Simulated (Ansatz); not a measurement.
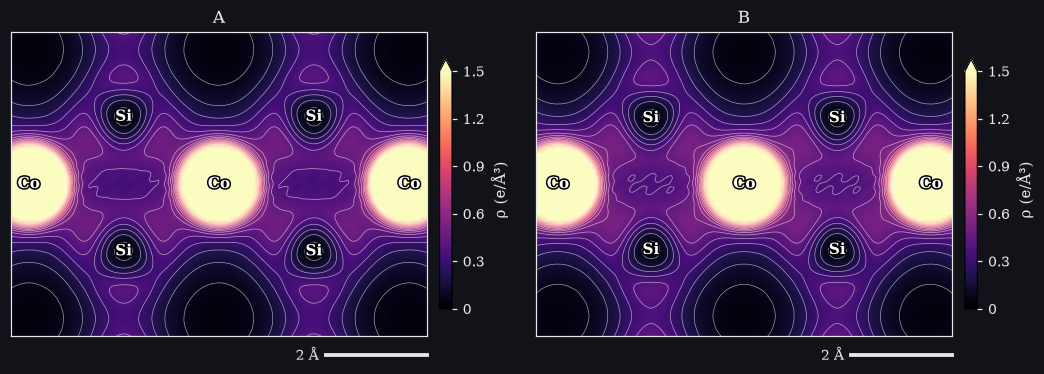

CoSi₂. The valence pseudo-density of two cells that differ in size, on the (101̄) plane of each (indices in the axes of the calculation cell), at one length scale and on one colour scale: A has 12.8 Å³ an atom and B 12.0.

All numbers below come from Kohn-Sham DFT of a periodic cell, PBEsol, Ansatz PAW in Ansatz 0.2.0.

In a PAW calculation such maps are meaningful between the atoms, not at the nuclei.

The larger cell:

```xyz
3
Lattice="0.0000 2.6780 2.6780 2.6780 0.0000 2.6780 2.6780 2.6780 0.0000" Properties=species:S:1:pos:R:3 pbc="T T T"
Co    0.0000    0.0000    0.0000
Si    4.0170    4.0170    4.0170
Si    1.3390    1.3390    1.3390
```

The smaller cell: a = 3.710 Å, b = 3.710 Å, c = 3.710 Å, α = 60.00°, β = 60.00°, γ = 60.00°.

What does the compression do to the bonding and the properties?

From the larger cell to the smaller, Co–Si goes from 2.32 to 2.27 Å, and the density at its midpoint from 0.49 to 0.53 e/Å³; the pressure goes from −4.4 to 8 GPa.
